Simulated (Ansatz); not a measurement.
Ag: several calculations on one system

**1. Scan**

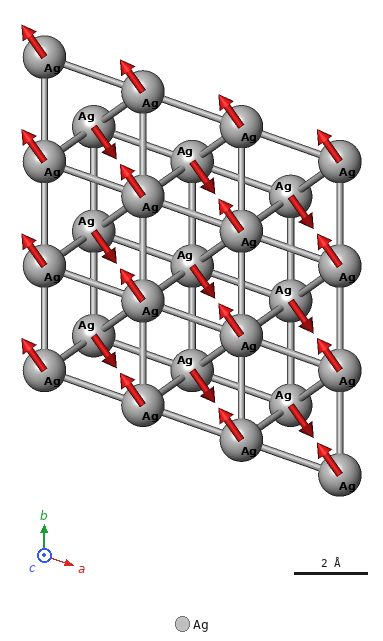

Solid Ag (Im-3m): a normal mode of wave vector (0, 0, 1/2) of the primitive cell, folded into a doubled cell, is frozen in with the cell fixed, the amplitude being the largest displacement of an atom. The picture shows the reference cell. The red arrows give the direction of positive displacement. Style: ball-and-stick. Shown: the cell of the calculation, repeated 3 × 3 × 1 with one cell outlined, along the c axis.

Computed with Ansatz 0.2.0, DFT PBEsol, scalar-relativistic, plane waves, PAW. (plane-wave cutoff 420 eV; k-point mesh 18 × 18 × 10; occupations gaussian; smearing width 0.15 eV; no spin polarisation). Energies (free energies at the smearing named) are counted from the cell as listed in its source, which wasn't relaxed.

Input file:
```yaml
crystal:
  lattice:
    - [-1.655654, 1.655654, 1.655654]
    - [1.655654, -1.655654, 1.655654]
    - [3.311308, 3.311308, 0.0]
  atoms:
    - { symbol: Ag, position: [0.0, 0.0, 0.0] }
    - { symbol: Ag, position: [0.5, 0.5, 0.5] }
basis:
  ecutwfc: 420
kpoints:
  mp_grid: { grid: [18, 18, 10] }
hamiltonian:
  xc: pbesol
scf:
  occupations: { method: gaussian, width: 0.15 }
output:
  forces: true
  stress: true
  eigenvalues: true
  write_density: true
  write_potential: true
  elf: true
  volumetric_format: npy
```

Command:
```bash
ansatz run input.yaml --threads 2 --pin off --max-ram 5120MiB --backend cpu --events-out ev --progress --plain --runs-dir out
```

Give the energy at each point (the amplitude: −0.40, −0.30, −0.20, −0.10, 0.00, 0.05, 0.10, 0.15, 0.20, 0.25, 0.30, 0.35, 0.40 Å).

```tsv
largest displacement (Å)	ΔE (meV/cell)
−0.40	32.9
−0.30	−0.7
−0.20	−6.7
−0.10	−2.6
0.00	0.0
0.05	−0.7
0.10	−2.6
0.15	−5.0
0.20	−6.7
0.25	−6.0
0.30	−0.7
0.35	11.4
0.40	32.9
```

Points that are alike by symmetry were computed once.

The harmonic wavenumber of the mode is 27i cm⁻¹, so the reference is unstable against it. Of the computed points the lowest is at the amplitude −0.20 Å and 0.20 Å (by symmetry), −6.7 meV/cell. A local maximum lies at 0.00 Å (0.0 meV/cell). The end points stand at 32.9 meV/cell (−0.40 Å) and 32.9 meV/cell (0.40 Å). The curve is a double well: the distortion gains at least 6.7 meV/cell. At the highest point the shortest interatomic distance is 2.80 Å, against 2.87 Å in the reference. The distortion takes the space group from Im-3m to Cmcm.

The computed profile (hollow markers are points alike by symmetry):

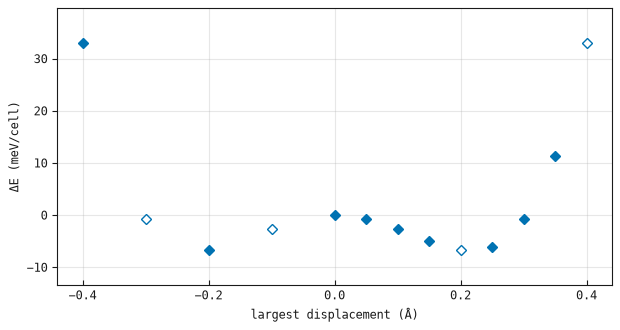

**2. Scan**

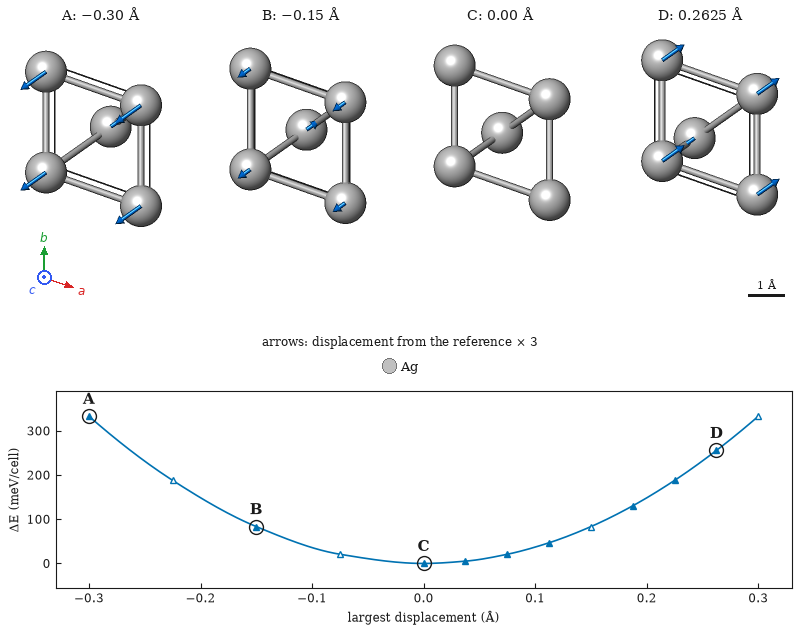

A crystal of Ag (Im-3m): a normal mode of wave vector (0, 0, 1/2) of the primitive cell, folded into a doubled cell, is frozen in with the cell fixed, the amplitude being the largest displacement of an atom. The lettered frames are marked on the plot. Hollow markers are points alike by symmetry, not computed again. Style: ball-and-stick. Shown: the cell of the calculation, along the c axis. Blue arrows: displacements from the reference.

Method: Ansatz, DFT PBEsol, scalar-relativistic, plane waves, PAW. Settings: plane-wave cutoff 420 eV; k-point mesh 18 × 18 × 10; occupations gaussian; smearing width 0.15 eV; no spin polarisation. Energies (free energies at the smearing named) are counted from the cell as listed in its source, which wasn't relaxed.

### Describe the profile.

The harmonic wavenumber of the mode is 97 cm⁻¹, a stable vibration. The lowest computed point lies at the amplitude 0.00 Å (0 meV/cell). The well is symmetric. At the highest point the shortest interatomic distance is 2.57 Å, against 2.87 Å in the reference. The distortion takes the space group from Im-3m to Cmcm.

The computed points:

```csv
largest displacement (Å),ΔE (meV/cell)
−0.3000,333
−0.2250,188
−0.1500,83
−0.0750,21
0.0000,0
0.0375,5
0.0750,21
0.1125,47
0.1500,83
0.1875,131
0.2250,188
0.2625,256
0.3000,333
```

Points that are alike by symmetry were computed once.

**3. Softest mode**

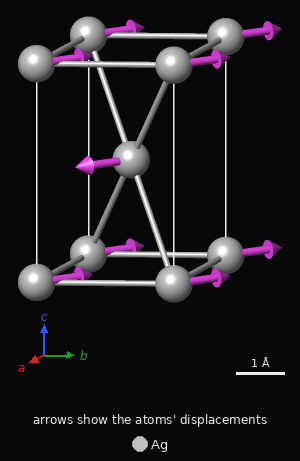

The lowest mode of crystalline Ag, space group Im-3m (No. 229), at the zone centre of a doubled cell. The pink arrows are the displacements of the atoms (eigenvector over the root of the mass), of arbitrary overall length and sign. A ball-and-stick model of the cell of the calculation, seen slightly off an axis.

All numbers below come from Ansatz 0.2.0, DFT PBEsol, scalar-relativistic, plane waves, PAW. Set-up: plane-wave cutoff 420 eV; k-point mesh 18 × 18 × 10; occupations gaussian; smearing width 0.15 eV; no spin polarisation.

> Is the structure stable against all modes at this point?

No. This is a non-degenerate mode at 3.4i meV, the lowest level (the three translations aside). All motion is along [1 −1 0] of the drawn cell; atoms of one kind move against one another, with no net shift of their sublattice. It changes sign from one half of the doubled cell to the other: it belongs to the zone boundary, q = (0, 0, 1/2) in the reciprocal vectors of the undoubled cell. The frequency is imaginary, so the structure is unstable against this distortion. Freezing in the drawn pattern lowers the space group from Im-3m to Cmcm (No. 63).
